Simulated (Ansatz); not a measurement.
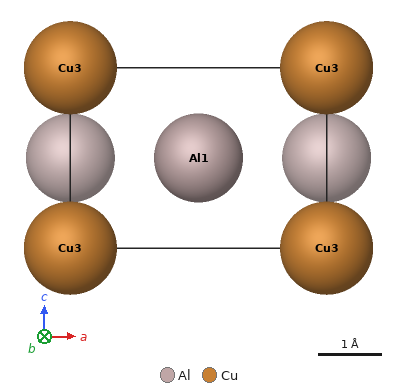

This is the input geometry for a relaxation of crystalline Al2Cu (built on the database_123 type). Style: spheres-only. Shown: the cell of the calculation, along the b axis.

Case: structure listed in a database for this formula (P4/mmm, No. 123).

Level of theory: DFT r2SCAN, scalar-relativistic, plane waves, PAW (Ansatz).

The input:
```yaml
crystal:
  lattice:
    - [4.105182, 0.0, 0.0]
    - [0.0, 4.105182, 0.0]
    - [0.0, 0.0, 2.891313]
  atoms:
    - { symbol: Al, position: [0.5, 0.0, 0.5] }
    - { symbol: Al, position: [0.0, 0.5, 0.5] }
    - { symbol: Cu, position: [0.0, 0.0, 0.0] }
basis:
  ecutwfc: 500
kpoints:
  mp_grid: { grid: [12, 12, 16] }
hamiltonian:
  xc: r2scan
scf:
  occupations: { method: gaussian, width: 0.1 }
output:
  forces: true
  stress: true
  eigenvalues: true
relax:
  adjacent_minimum: "off"
  f_tol: 0.01
  max_steps: 80
  cell: { stress_tol: 0.05 }
```

Run as
```bash
ansatz run input.yaml --threads 1 --pin off --max-ram 2560MiB --backend cpu --events-out ev --progress --plain --runs-dir out
```

Question: What does the optimiser find from here?

Answer: No atom moves by more than 0.005 Å relative to the cell. The drawn cell changes as follows: a = b 4.105 → 4.098 Å (−0.2 %), c 2.891 → 2.839 Å (−1.8 %); the volume changes by −2.2 %. Near-neighbour distances that change, for instance: Cu3–Cu3 2.891 → 2.839 Å, Al1–Al1 2.891 → 2.839 Å, Al1–Cu3 2.511 → 2.493 Å, Al1–Al2 2.903 → 2.897 Å. The space group stays P4/mmm (No. 123). After 3 accepted moves (4 points after the start) the energy has fallen by 3.7 meV per atom. All forces vanish by symmetry, so only the cell relaxes. The pressure goes from −2.15 to 0.00 GPa. The SCF was repeated once at an unchanged geometry on a basis and grid sized afresh for the cell, which shifted the energy by less than 0.05 meV per atom at most.

Step by step:

```json
{"step": "0", "E − E(0), meV/atom": "0.00", "pressure, GPa": "-2.15", "volume, Å³/atom": "16.242", "note": ""}
{"step": "1", "E − E(0), meV/atom": "-3.53", "pressure, GPa": "-0.62", "volume, Å³/atom": "15.989", "note": ""}
{"step": "2", "E − E(0), meV/atom": "-3.74", "pressure, GPa": "0.06", "volume, Å³/atom": "15.882", "note": ""}
{"step": "3", "E − E(0), meV/atom": "-3.74", "pressure, GPa": "0.00", "volume, Å³/atom": "15.891", "note": ""}
{"step": "4", "E − E(0), meV/atom": "-3.69", "pressure, GPa": "0.00", "volume, Å³/atom": "15.891", "note": "same geometry, new basis"}
```

The end point in the same view:

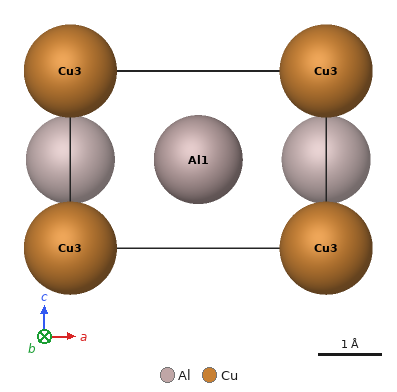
